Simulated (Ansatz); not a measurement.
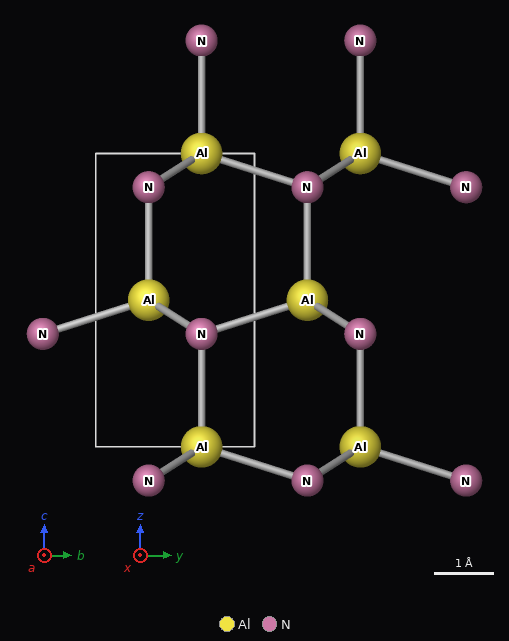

Energy scan for a crystal of AlN (P6_3mc), in which the cell is strained in shear in the yz plane, with the atoms kept at their fractional coordinates. x, y and z are the Cartesian axes of the input. The picture shows the reference cell. Style: ball-and-stick. Shown: the cell of the calculation, repeated 2 × 2 × 1 with one cell outlined, along the a axis.

Method: DFT PBEsol, scalar-relativistic, plane waves, PAW (Ansatz). Settings: plane-wave cutoff 420 eV; k-point mesh 9 × 9 × 6; occupations gaussian; smearing width 0.05 eV; no spin polarisation. Energies (free energies at the smearing named) are counted from the cell as listed in its source, which wasn't relaxed.

Input
```yaml
crystal:
  lattice:
    - [3.1110021516, 0.0, 0.0]
    - [-1.5555010758, 2.6942068945, 0.0]
    - [0.0, 0.0, 4.978]
  atoms:
    - { symbol: Al, position: [0.3333333333, 0.6666666667, 0.0] }
    - { symbol: Al, position: [0.6666666667, 0.3333333333, 0.5] }
    - { symbol: "N", position: [0.3333333333, 0.6666666667, 0.385] }
    - { symbol: "N", position: [0.6666666667, 0.3333333333, 0.885] }
basis:
  ecutwfc: 420
kpoints:
  mp_grid: { grid: [9, 9, 6] }
hamiltonian:
  xc: pbesol
scf:
  occupations: { method: gaussian, width: 0.05 }
output:
  forces: true
  stress: true
  eigenvalues: true
```

Command:
```bash
ansatz run input.yaml --threads 1 --pin off --max-ram 1228MiB --backend cpu --events-out ev --progress --plain --runs-dir out
```

**What energies does the calculation give (the strain: −0.1000, −0.0750, −0.0500, −0.0250, 0.0000, 0.0125, 0.0250, 0.0375, 0.0500, 0.0625, 0.0750, 0.0875, 0.1000)?**

```
engineering shear strain  energy change (meV/atom)
                 −0.1000                      41.4
                 −0.0750                      23.3
                 −0.0500                      10.3
                 −0.0250                       2.6
                  0.0000                       0.0
                  0.0125                       0.6
                  0.0250                       2.6
                  0.0375                       5.8
                  0.0500                      10.3
                  0.0625                      16.2
                  0.0750                      23.3
                  0.0875                      31.7
                  0.1000                      41.4
```

Points that are alike by symmetry were computed once.

Of the computed points the lowest is at the strain 0.00, 0.0 meV/atom. The curvature at zero strain, (1/V) d²E/dε², is about 130 GPa; it is C₄₄ with clamped ions. The distortion takes the space group from P6_3mc to Cm. At the strain −0.10 the cell of the drawing goes b 3.111 → 3.114 Å, c 4.978 → 4.984 Å, α 90.0° → 95.0°.
